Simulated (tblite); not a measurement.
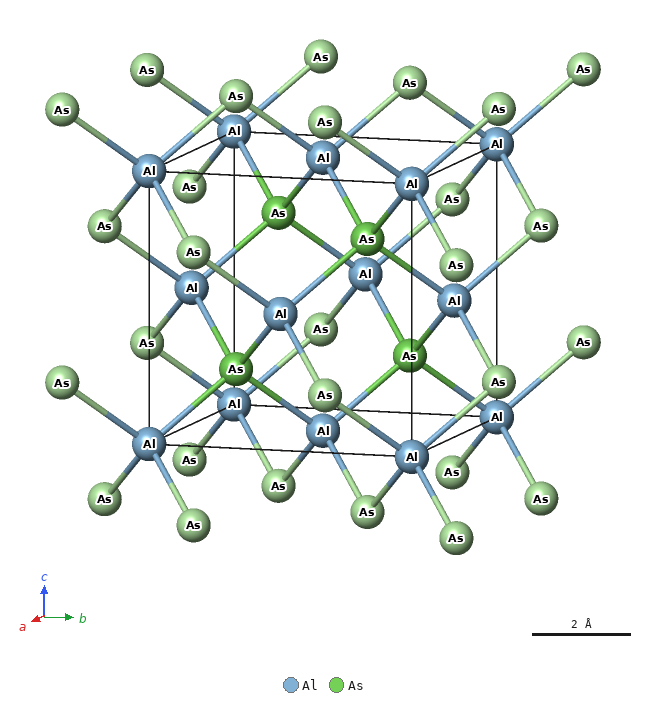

Fig. 1: The structure as given in the input (ball-and-stick view of the cell 4 times as large as that of the calculation, set on its symmetry axes, seen slightly off an axis; neighbours outside the cell are drawn fainter). Near neighbours in the crystal (not all of them lie inside the picture): Al has 4 As at 2.46 Å; As has 4 Al at 2.46 Å.

## Run report: AlAs, single-point calculation

- system: AlAs (F-43m, 2 atoms in the cell)
- method: with the settings of its input (tblite 0.8.0)

The structure derives from an entry of the Crystallography Open Database. The geometry comes from this level: r2SCAN. It belongs to a series of runs on one base structure; here: temperature = 0.1.

## The input
```python
import json
from ase import Atoms
from ase.build import make_supercell
from ase.units import Bohr, GPa, Hartree
from tblite.interface import Calculator

atoms = Atoms(['Al', 'As'],
              cell=[[-0.0, 2.838925, 2.838925], [2.838925, 0.0, 2.838925], [2.838925, 2.838925, 0.0]],
              scaled_positions=[[-0.0, 0.0, 0.0], [0.25, 0.25, 0.25]],
              pbc=True)
cluster = make_supercell(atoms, [[-2, 2, 2], [-2, -2, 2], [2, -2, 2]])
calc = Calculator('GFN1-xTB', cluster.numbers, cluster.positions / Bohr, lattice=cluster.cell[:] / Bohr, periodic=cluster.pbc)
calc.set('temperature', 0.1 / Hartree)
calc.set('max-iter', 150)
res = calc.singlepoint()
levels = res.get('orbital-energies') * Hartree
nv = round(res.get('orbital-occupations').sum() / 2)
cells = len(cluster) // len(atoms)
out = {'energy_per_cell': res.get('energy') * Hartree / cells, 'homo': levels[nv - 1], 'lumo': levels[nv],
       'stress': (-res.get('virial') * Hartree / cluster.get_volume() / GPa).tolist(), 'charges': res.get('charges')[:len(atoms)].tolist(), 'electrons': 2 * nv / cells}
json.dump(out, open('results.json', 'w'))
for key, value in out.items():
    print(key, value)
```

Launch command:
```bash
python run.py
```

## Output
```
------------------------------------------------------------
  cycle        total energy    energy error   density error
------------------------------------------------------------
      1     -118.8608395623  -1.1874133E+02   4.2404895E-01
      2     -115.8792982936   2.9815413E+00   3.9610639E-01
      3     -115.7479973974   1.3130090E-01   2.7422917E-01
      4     -119.5363584930  -3.7883611E+00   1.1924030E-02
      5     -119.5414594401  -5.1009471E-03   2.7128475E-03
      6     -119.5410827723   3.7666777E-04   2.0014473E-03
      7     -119.5416218987  -5.3912634E-04   3.5846169E-04
      8     -119.5416264432  -4.5444840E-06   1.5742691E-04
      9     -119.5416287023  -2.2591786E-06   4.0418628E-06
     10     -119.5416287033  -9.2695984E-10   1.6786689E-06
------------------------------------------------------------

 total:                                   5.330 sec
energy_per_cell -101.6529188945617
homo -8.124161122132218
lumo -7.549643771908167
stress [[-3.2565367381822226, -1.7640389554418288e-08, 1.7640384276319715e-08], [-1.764039009042805e-08, -3.2565367381823207, 1.7640470356353364e-08], [1.7640383989716654e-08, 1.7640470623092916e-08, -3.2565367381824175]]
charges [-0.053604508756943, 0.053599976877746924]
electrons 8.0
```

## Summary

| quantity | value |
| --- | --- |
| outcome | converged |
| space group (tolerance 0.01 Å) | F-43m (216) |
| electrons treated | 8 |
| total energy | −101.6529 eV |
| band gap | 0.57 eV |
| pressure | −3.26 GPa |
| hardware | 1 thread of Arm Neoverse V1, 24 GiB of memory available, shared host |
| wall time | 6 s |
| peak memory | 0.14 GiB |

Settings chosen away from the usual ones: temperature = 0.1.
